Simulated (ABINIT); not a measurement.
**Phonon calculation, with input and output: TaN (part 2 of 2)**

TaN (Fm-3m, 2 atoms in the cell); Kohn-Sham DFT of a periodic cell, LDA, PseudoDojo NC SR LDA v0.4.1 standard, no spin polarisation (ABINIT 10.8.3); cutoff 952.4 eV, 6×6×6 k-mesh, fermi-dirac of 0.05 eV. The structure derives from a Materials Project entry.

Geometry of the input (Å; fractional positions):
```
0.0000  2.2113  2.2113
2.2113  0.0000  2.2113
2.2113  2.2113  0.0000
Ta 0.5000  0.5000  0.5000
N  0.0000  0.0000  0.0000
```

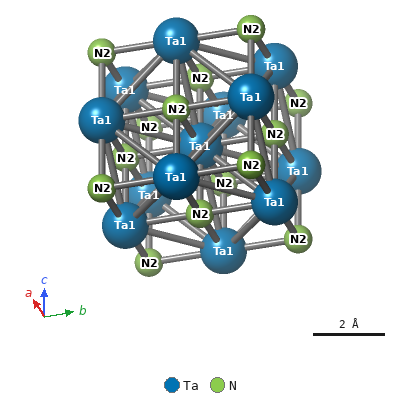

Fig. 1: The structure as given in the input (ball-and-stick view of the cell 4 times as large as that of the calculation, set on its symmetry axes, seen at an oblique angle; atoms are numbered from 1 in the order of the input). An atom can appear more than once, as a periodic image.

## Output, continued
```
--- !EnergyTerms
iteration_state     : {dtset: 1, }
comment             : Components of total free energy in Hartree
kinetic             :  2.43077689846450E+01
hartree             :  7.62925079994777E+00
xc                  : -1.77804607004617E+01
Ewald energy        : -6.16881514960491E+01
psp_core            :  3.32521308878285E+00
local_psp           : -3.47973886938110E+01
non_local_psp       :  3.39335873753074E+00
internal            : -7.56104092794155E+01
'-kT*entropy'       : -3.03371441868314E-04
total_energy        : -7.56107126508574E+01
total_energy_eV     : -2.05747230627636E+03
band_energy         : -5.51675551413080E+00
...

 Cartesian components of stress tensor (hartree/bohr^3)
  sigma(1 1)=  6.91522165E-04  sigma(3 2)=  0.00000000E+00
  sigma(2 2)=  6.91522165E-04  sigma(3 1)=  0.00000000E+00
  sigma(3 3)=  6.91522165E-04  sigma(2 1)=  0.00000000E+00

-Cartesian components of stress tensor (GPa)         [Pressure= -2.0345E+01 GPa]
- sigma(1 1)=  2.03452845E+01  sigma(3 2)=  0.00000000E+00
- sigma(2 2)=  2.03452845E+01  sigma(3 1)=  0.00000000E+00
- sigma(3 3)=  2.03452845E+01  sigma(2 1)=  0.00000000E+00

================================================================================
== DATASET  2 ==================================================================

--- !DatasetInfo
iteration_state: {dtset: 2, }
dimensions: {natom: 2, nkpt: 432, mband: 17, nsppol: 1, nspinor: 1, nspden: 1, mpw: 1457, }
cutoff_energies: {ecut:  35.0, pawecutdg:  -1.0, }
electrons: {nelect:   1.80000000E+01, charge:   0.00000000E+00, occopt:   3.00000000E+00, tsmear:   1.83746611E-03, }
meta: {optdriver: 1, rfphon: 1, }
...

 mkfilename : getwfk/=0, take file _WFK from output of DATASET   1.

 Exchange-correlation functional for the present dataset will be:
  LDA: Perdew-Wang 92 LSD fit to Ceperley-Alder data - ixc=7
  J.P.Perdew and Y.Wang, PRB 45, 13244 (1992)

 Real(R)+Recip(G) space primitive vectors, cartesian coordinates (Bohr,Bohr^-1):
 R(1)=  0.0000000  4.1787948  4.1787948  G(1)= -0.1196517  0.1196517  0.1196517
 R(2)=  4.1787948  0.0000000  4.1787948  G(2)=  0.1196517 -0.1196517  0.1196517
 R(3)=  4.1787948  4.1787948  0.0000000  G(3)=  0.1196517  0.1196517 -0.1196517
 Unit cell volume ucvol=  1.4594296E+02 bohr^3
 Angles (23,13,12)=  6.00000000E+01  6.00000000E+01  6.00000000E+01 degrees
 setup1 : take into account q-point for computing boxcut.

 getcut: wavevector=  0.0000  0.0000  0.0000  ngfft=  32  32  32
         ecut(hartree)=     35.000   => boxcut(ratio)=   2.03322
--------------------------------------------------------------------------------

 ==>  initialize data related to q vector <==

 The list of irreducible perturbations for this q vector is:
    1)    idir= 1    ipert=   1
    2)    idir= 1    ipert=   2

================================================================================

 The perturbation idir=   2  ipert=   1 is
 symmetric of a previously calculated perturbation.
 So, its SCF calculation is not needed.

 The perturbation idir=   3  ipert=   1 is
 symmetric of a previously calculated perturbation.
 So, its SCF calculation is not needed.

 The perturbation idir=   2  ipert=   2 is
 symmetric of a previously calculated perturbation.
 So, its SCF calculation is not needed.

 The perturbation idir=   3  ipert=   2 is
 symmetric of a previously calculated perturbation.
 So, its SCF calculation is not needed.

--------------------------------------------------------------------------------
 Perturbation wavevector (in red.coord.)   0.000000  0.000000  0.000000
 Perturbation : displacement of atom   1   along direction   1
 Found     4 symmetries that leave the perturbation invariant.
 symkpt : the number of k-points, thanks to the symmetries,
 is reduced to   126 .

--------------------------------------------------------------------------------

--------------------------------------------------------------------------------

 dfpt_looppert : total number of electrons, from k and k+q
  fully or partially occupied states are    1.800000E+01 and    1.800000E+01.
 Initialisation of the first-order wave-functions :
  ireadwf=   0

--- !BeginCycle
iteration_state: {dtset: 2, }
solver: {iscf: 7, nstep: 80, nline: 4, wfoptalg: 0, }
tolerances: {tolvrs: 1.00E-08, }
...

     iter   2DEtotal(Ha)        deltaE(Ha) residm    vres2
-ETOT  1   1.9991263778830     -1.486E+03 3.015E+00 3.095E+02
 ETOT  2   1.6983097465505     -3.008E-01 2.281E-02 1.069E+01
 ETOT  3   1.6914233535041     -6.886E-03 9.996E-05 1.024E-01
 ETOT  4   1.6913843042256     -3.905E-05 1.398E-06 6.408E-04
 ETOT  5   1.6913840340568     -2.702E-07 6.834E-08 2.301E-05
 ETOT  6   1.6913840304829     -3.574E-09 1.274E-09 1.179E-05
 ETOT  7   1.6913840241283     -6.355E-09 1.087E-10 5.834E-07
 ETOT  8   1.6913840237977     -3.306E-10 2.233E-12 7.221E-11

 At SCF step    8       vres2   =  7.22E-11 < tolvrs=  1.00E-08 =>converged.
================================================================================

 ----iterations are completed or convergence reached----

 Mean square residual over all n,k,spin=   25.932E-15; max=  22.330E-13

 2DEtotal=    0.1691384024E+01 Ha. Also 2DEtotal=    0.460249039618E+02 eV
    (2DErelax=   -1.4860725359E+03 Ha. 2DEnonrelax=    1.4877639200E+03 Ha)
    (  non-var. 2DEtotal :    1.6913820675E+00 Ha)

--------------------------------------------------------------------------------
 Perturbation wavevector (in red.coord.)   0.000000  0.000000  0.000000
 Perturbation : displacement of atom   2   along direction   1
 Found     4 symmetries that leave the perturbation invariant.
 symkpt : the number of k-points, thanks to the symmetries,
 is reduced to   126 .

--------------------------------------------------------------------------------

--------------------------------------------------------------------------------

 dfpt_looppert : total number of electrons, from k and k+q
  fully or partially occupied states are    1.800000E+01 and    1.800000E+01.
 Initialisation of the first-order wave-functions :
  ireadwf=   0

--- !BeginCycle
iteration_state: {dtset: 2, }
solver: {iscf: 7, nstep: 80, nline: 4, wfoptalg: 0, }
tolerances: {tolvrs: 1.00E-08, }
...

     iter   2DEtotal(Ha)        deltaE(Ha) residm    vres2
-ETOT  1   2.8785978907056     -1.238E+03 2.663E+00 3.536E+03
 ETOT  2   1.7344965444059     -1.144E+00 4.061E-02 6.924E+01
 ETOT  3   1.6925162788926     -4.198E-02 5.795E-04 2.680E+00
 ETOT  4   1.6914992691245     -1.017E-03 1.563E-05 7.082E-03
 ETOT  5   1.6914963050840     -2.964E-06 3.768E-07 2.100E-04
 ETOT  6   1.6914961810410     -1.240E-07 2.508E-08 4.356E-07
 ETOT  7   1.6914961809812     -5.980E-11 4.665E-10 9.810E-08
 ETOT  8   1.6914961809428     -3.843E-11 2.137E-11 5.370E-08
 ETOT  9   1.6914961809230     -1.978E-11 4.812E-13 2.476E-12

 At SCF step    9       vres2   =  2.48E-12 < tolvrs=  1.00E-08 =>converged.
================================================================================

 ----iterations are completed or convergence reached----

 Mean square residual over all n,k,spin=   25.014E-16; max=  48.123E-14

 2DEtotal=    0.1691496181E+01 Ha. Also 2DEtotal=    0.460279559127E+02 eV
    (2DErelax=   -1.2387616019E+03 Ha. 2DEnonrelax=    1.2404530981E+03 Ha)
    (  non-var. 2DEtotal :    1.6914961884E+00 Ha)

================================================================================

 ---- first-order wavefunction calculations are completed ----

 ==> Compute Derivative Database <==

  Dynamical matrix, in cartesian coordinates,
   if specified in the inputs, asr has been imposed
     j1       j2             matrix element
  dir pert dir pert     real part    imaginary part

   1    1   1    1         0.0484288531         0.0000000000
   1    1   1    2        -0.0484288531         0.0000000000

   2    1   2    1         0.0484288531         0.0000000000
   2    1   2    2        -0.0484288531         0.0000000000

   3    1   3    1         0.0484288531         0.0000000000
   3    1   3    2        -0.0484288531         0.0000000000

   1    2   1    1        -0.0484288266         0.0000000000
   1    2   1    2         0.0484288266         0.0000000000

   2    2   2    1        -0.0484288266         0.0000000000
   2    2   2    2         0.0484288266         0.0000000000

   3    2   3    1        -0.0484288266         0.0000000000
   3    2   3    2         0.0484288266         0.0000000000

  Phonon wavevector (reduced coordinates) :  0.00000  0.00000  0.00000
 Phonon energies in Hartree :
   0.000000E+00  0.000000E+00  0.000000E+00  1.429530E-03  1.429530E-03
   1.429530E-03
 Phonon frequencies in cm-1    :
   0.000000E+00  0.000000E+00  0.000000E+00  3.137457E+02  3.137457E+02
   3.137457E+02

== END DATASET(S) ==============================================================
================================================================================

 -outvars: echo values of variables after computation  --------
            acell      1.0000000000E+00  1.0000000000E+00  1.0000000000E+00 Bohr
           etotal1    -7.5610712651E+01
           etotal2     1.6914961809E+00
            fcart1    -0.0000000000E+00 -0.0000000000E+00 -0.0000000000E+00
                      -0.0000000000E+00 -0.0000000000E+00 -0.0000000000E+00
            fcart2     0.0000000000E+00  0.0000000000E+00  0.0000000000E+00
                       0.0000000000E+00  0.0000000000E+00  0.0000000000E+00
            rprim      0.0000000000E+00  4.1787948431E+00  4.1787948431E+00
                       4.1787948431E+00  0.0000000000E+00  4.1787948431E+00
                       4.1787948431E+00  4.1787948431E+00  0.0000000000E+00
           strten1     6.9152216458E-04  6.9152216458E-04  6.9152216458E-04
                       0.0000000000E+00  0.0000000000E+00  0.0000000000E+00
           strten2     0.0000000000E+00  0.0000000000E+00  0.0000000000E+00
                       0.0000000000E+00  0.0000000000E+00  0.0000000000E+00
           xangst      2.2113229985E+00  2.2113229985E+00  2.2113229985E+00
                       0.0000000000E+00  0.0000000000E+00  0.0000000000E+00
             xred      5.0000000000E-01  5.0000000000E-01  5.0000000000E-01
                       0.0000000000E+00  0.0000000000E+00  0.0000000000E+00
 Calculation completed.
```

## File anaddb.abo
```
.Version 10.8.3 of ANADDB
================================================================================

 -outvars_anaddb: echo values of input variables ----------------------

 Miscellaneous information :
       eivec         1
         asr         2
      chneut         0
 First list of wavevector (reduced coord.) :
       nph1l         1
       qph1l
                     0.00000000E+00  0.00000000E+00  0.00000000E+00    1.000E+00

================================================================================

 read the DDB information and perform some checks

  ==== Info on the Cryst% object ====
 Real(R)+Recip(G) space primitive vectors, cartesian coordinates (Bohr,Bohr^-1):
 R(1)=  0.0000000  4.1787948  4.1787948  G(1)= -0.1196517  0.1196517  0.1196517
 R(2)=  4.1787948  0.0000000  4.1787948  G(2)=  0.1196517 -0.1196517  0.1196517
 R(3)=  4.1787948  4.1787948  0.0000000  G(3)=  0.1196517  0.1196517 -0.1196517
 Unit cell volume ucvol=  1.4594296E+02 bohr^3
 Angles (23,13,12)=  6.00000000E+01  6.00000000E+01  6.00000000E+01 degrees
 Time-reversal symmetry is present
 Reduced atomic positions [iatom, xred, symbol]:
    1)    0.5000000  0.5000000  0.5000000  Ta
    2)    0.0000000  0.0000000  0.0000000   N

 DDB file with 3 blocks has been read.

================================================================================

 Treat the first list of vectors

  Phonon wavevector (reduced coordinates) :  0.00000  0.00000  0.00000
 Phonon energies in Hartree :
   0.000000E+00  0.000000E+00  0.000000E+00  1.429530E-03  1.429530E-03
   1.429530E-03
 Phonon frequencies in cm-1    :
   0.000000E+00  0.000000E+00  0.000000E+00  3.137457E+02  3.137457E+02
   3.137457E+02

 Eigendisplacements
 (will be given, for each mode : in cartesian coordinates
   for each atom the real part of the displacement vector,
   then the imaginary part of the displacement vector - absolute values smaller than 1.0d-7 are set to zero)
  Mode number    1   Energy    0.000000E+00
 Attention : low frequency mode.
   (Could be unstable or acoustic mode)
   1  0.00000000E+00  0.00000000E+00 -1.67746378E-03
      0.00000000E+00  0.00000000E+00  0.00000000E+00
   2  0.00000000E+00  0.00000000E+00 -1.67746424E-03
      0.00000000E+00  0.00000000E+00  0.00000000E+00
  Mode number    2   Energy    0.000000E+00
 Attention : low frequency mode.
   (Could be unstable or acoustic mode)
   1  0.00000000E+00  1.67746378E-03  0.00000000E+00
      0.00000000E+00  0.00000000E+00  0.00000000E+00
   2  0.00000000E+00  1.67746424E-03  0.00000000E+00
      0.00000000E+00  0.00000000E+00  0.00000000E+00
  Mode number    3   Energy    0.000000E+00
 Attention : low frequency mode.
   (Could be unstable or acoustic mode)
   1  1.67746378E-03  0.00000000E+00  0.00000000E+00
      0.00000000E+00  0.00000000E+00  0.00000000E+00
   2  1.67746424E-03  0.00000000E+00  0.00000000E+00
      0.00000000E+00  0.00000000E+00  0.00000000E+00
  Mode number    4   Energy    1.429530E-03
   1  0.00000000E+00  0.00000000E+00 -4.66707770E-04
      0.00000000E+00  0.00000000E+00  0.00000000E+00
   2  0.00000000E+00  1.20384457E-07  6.02922363E-03
      0.00000000E+00  0.00000000E+00  0.00000000E+00
  Mode number    5   Energy    1.429530E-03
   1  0.00000000E+00  4.66707769E-04  0.00000000E+00
      0.00000000E+00  0.00000000E+00  0.00000000E+00
   2 -4.44929506E-07 -6.02922361E-03  1.20378186E-07
      0.00000000E+00  0.00000000E+00  0.00000000E+00
  Mode number    6   Energy    1.429530E-03
   1  4.66707769E-04  0.00000000E+00  0.00000000E+00
      0.00000000E+00  0.00000000E+00  0.00000000E+00
   2 -6.02922361E-03  4.44927809E-07  0.00000000E+00
      0.00000000E+00  0.00000000E+00  0.00000000E+00

 Analysis of degeneracies and characters (maximum tolerance=1.00E-06 a.u.)
 For each vibration mode, or group of modes if degenerate,
 the characters are given for each symmetry operation (see the list in the log file).
 Symmetry characters of vibration mode #   1
       degenerate with vibration modes #   2 to    3
  3.0 -3.0 -1.0  1.0 -1.0  1.0 -1.0  1.0  1.0 -1.0 -1.0  1.0  1.0 -1.0 -1.0  1.0
 -0.0  0.0 -0.0  0.0  0.0 -0.0 -0.0  0.0  1.0 -1.0 -1.0  1.0 -1.0  1.0  1.0 -1.0
 -0.0  0.0  0.0 -0.0  0.0 -0.0 -0.0  0.0  1.0 -1.0  1.0 -1.0 -1.0  1.0 -1.0  1.0
 Symmetry characters of vibration mode #   4
       degenerate with vibration modes #   5 to    6
  3.0 -3.0 -1.0  1.0 -1.0  1.0 -1.0  1.0  1.0 -1.0 -1.0  1.0  1.0 -1.0 -1.0  1.0
  0.0 -0.0 -0.0  0.0  0.0 -0.0 -0.0  0.0  1.0 -1.0 -1.0  1.0 -1.0  1.0  1.0 -1.0
  0.0 -0.0  0.0 -0.0 -0.0  0.0 -0.0  0.0  1.0 -1.0  1.0 -1.0 -1.0  1.0 -1.0  1.0

================================================================================

 anaddb : the run completed successfully.
```

## Results in brief

```tsv
quantity	value
outcome	converged
space group (tolerance 0.01 Å)	Fm-3m (225)
electrons treated	18
free energy	−2057.4723 eV
pressure	−20.35 GPa
largest force (length of the vector)	under 0.001 eV/Å
wall time	3 min
peak memory	0.22 GiB
```

## Remarks

Spin–orbit coupling is left out, which matters for Ta. The cell is under a tension of 20 GPa at this level, so it is not at its equilibrium volume.
